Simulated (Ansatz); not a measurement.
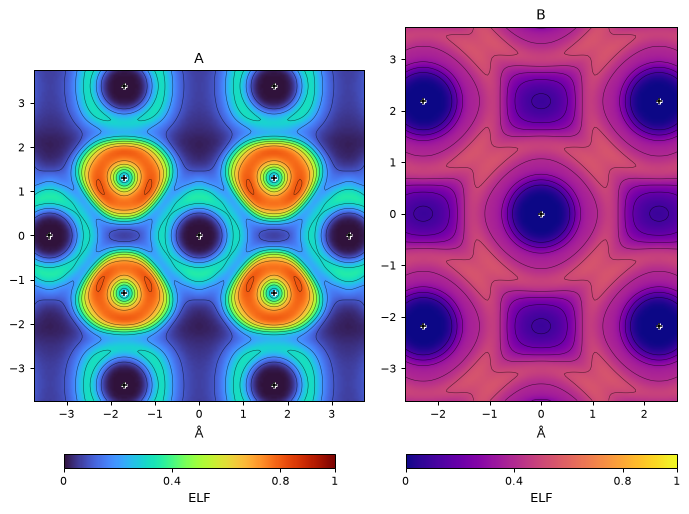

The electron localisation function of 2 systems, each on a plane through atoms (crosses mark nuclei in the plane).

The calculation used DFT PBEsol, scalar-relativistic, plane waves, PAW in Ansatz 0.2.0.

System 1: Sb, the (101) plane of the conventional cell. Space group R-3m; computed pressure about −5 GPa in this cell; computed without spin polarisation.

System 2: PbO2, the (110) plane of the conventional cell. Space group P4₂/mnm; computed pressure about 15 GPa in this cell.

```xyz
6
Lattice="4.7849 0.0000 0.0000 0.0000 4.7849 0.0000 0.0000 0.0000 3.3914" Properties=species:S:1:pos:R:3 pbc="T T T"
Pb    0.0000    0.0000    0.0000
Pb    2.3925    2.3925    1.6957
O     1.4697    1.4697    0.0000
O     0.9227    3.8622    1.6957
O     3.3152    3.3152    0.0000
O     3.8622    0.9227    1.6957
```

**Which map belongs to which system?**

Panel A is system 2, PbO2: the plane holds Pb and O. Pb–O (2.08 Å): the ELF peaks at about 0.80 in the valence shell of O, 0.6 Å from its nucleus, and drops to about 0.25 between the two atoms. Panel B is system 1, Sb: the plane holds Sb. Sb–Sb (3.16 Å): the ELF is about 0.55 at the midpoint.
